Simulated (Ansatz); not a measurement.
# NiO2: what the fields show

```cif
data_structure
_symmetry_space_group_name_H-M 'P 1'
_symmetry_Int_Tables_number 1
_cell_length_a 2.9122
_cell_length_b 2.9122
_cell_length_c 10.5553
_cell_angle_alpha 90.000
_cell_angle_beta 90.000
_cell_angle_gamma 120.000
_cell_volume 77.52
loop_
_atom_site_label
_atom_site_type_symbol
_atom_site_fract_x
_atom_site_fract_y
_atom_site_fract_z
_atom_site_occupancy
Ni1 Ni 0.00342 0.99969 0.49616 1
Ni2 Ni 0.98018 0.00609 0.99526 1
O1 O 0.67851 0.34675 0.40980 1
O2 O 0.64920 0.32136 0.08414 1
O3 O 0.34323 0.67667 0.58887 1
O4 O 0.32777 0.66410 0.90716 1
```

Space group P1; a structure from a database of computed crystals, not necessarily the ambient phase; changed on purpose from its base cell (atoms moved at random by about 0.05 A); not relaxed (largest force 1.5 eV/Å); computed pressure about −15 GPa in this cell; the program warned that a starting moment wasn't kept; spin-polarised, but the moments vanished.

Theory: Kohn-Sham DFT of a periodic cell, PBEsol, Ansatz PAW in Ansatz.

Core electrons are frozen (PAW), and the valence fields are smoothed inside the atomic spheres.

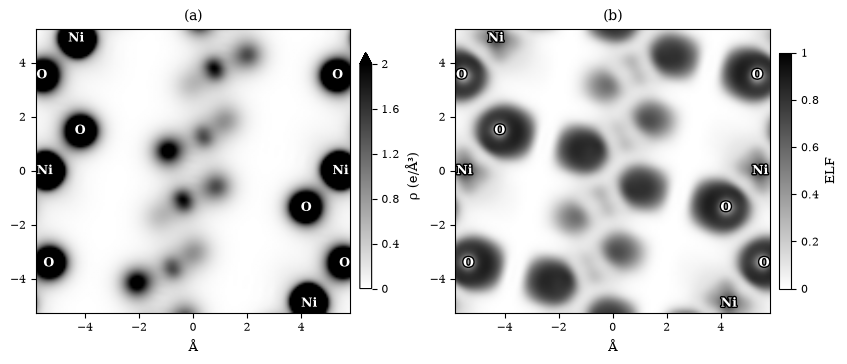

Figure 1. (a) valence charge density (pseudo); (b) ELF on the (111) plane of the conventional cell.

Question: What do the fields say about this system?

Answer:
- The section cuts through Ni and O sites.
- Atoms just off the plane (Ni, 0.7 Å away and O, 0.5 Å away) can leave unmarked features too.
- Ni–O (1.88 Å): ρ at the midpoint is about 0.81 e/Å³; the ELF peaks at about 0.85 in the valence shell of O, 0.6 Å from its nucleus, and is about 0.30 at the midpoint.
- Ni–O (1.97 Å): ρ is about 0.65 e/Å³ halfway; the ELF peaks at about 0.85 in the valence shell of O, 0.6 Å from its nucleus, and is about 0.30 at the midpoint: no shared electron pair shows on this line.
- The density dies away to nearly zero in the voids.
- The features right at Ni lie inside the PAW spheres, where the map follows smoothed inner orbitals and isn't to be read closely.

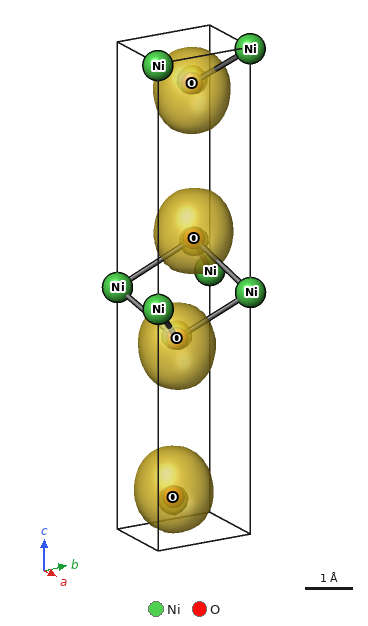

Figure 2. Isosurface of the electron localisation function at 0.65 (yellow), seen slightly off an axis. Core shells and regions of very low density are left out. Sticks mark near contacts.

Question: Where are the electrons localised?

Answer: The surface consists of four regions wrapped around O (the valence shell of each), counted in one cell of 6 atoms. Any copies at cell faces, edges or corners count once. Profiles from the grid: Ni–O (1.92 Å): the ELF peaks at about 0.85 in the valence shell of O, 0.6 Å from its nucleus, and is about 0.30 at the midpoint: no localised pair shows between them.

Question: Metal or insulator at this level of theory?

Answer: It is gapped, with a Kohn–Sham gap of 0.90 eV on the k-point mesh (the band edges may lie off the mesh, which would make the gap smaller).
